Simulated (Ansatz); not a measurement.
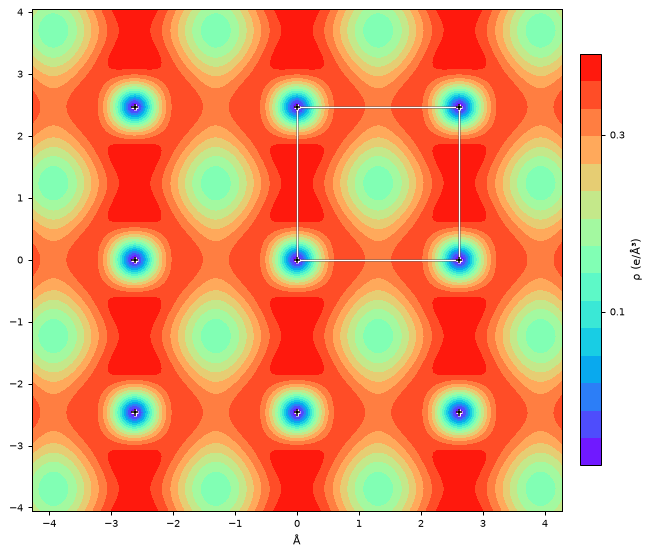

The valence electron density on a plane through atoms (crosses mark nuclei in the plane).

Method: Ansatz 0.2.0, Kohn-Sham DFT of a periodic cell, LDA, Ansatz PAW.

Candidates:
A. Si, a = 2.62 Å, b = 2.62 Å, c = 2.47 Å, α = 90.00°, β = 90.00°, γ = 120.00°. Space group P6/mmm; a structure from a database of computed crystals, not necessarily the ambient phase.
B. Al, a = 3.99 Å, b = 3.99 Å, c = 3.99 Å, α = 90.00°, β = 90.00°, γ = 90.00°. Space group Fm-3m.

> Which candidate gave the map?

Candidate A: Si on the (100) plane of the conventional cell, which holds Si. Si–Si (2.47 Å): ρ at the midpoint is about 0.45 e/Å³.
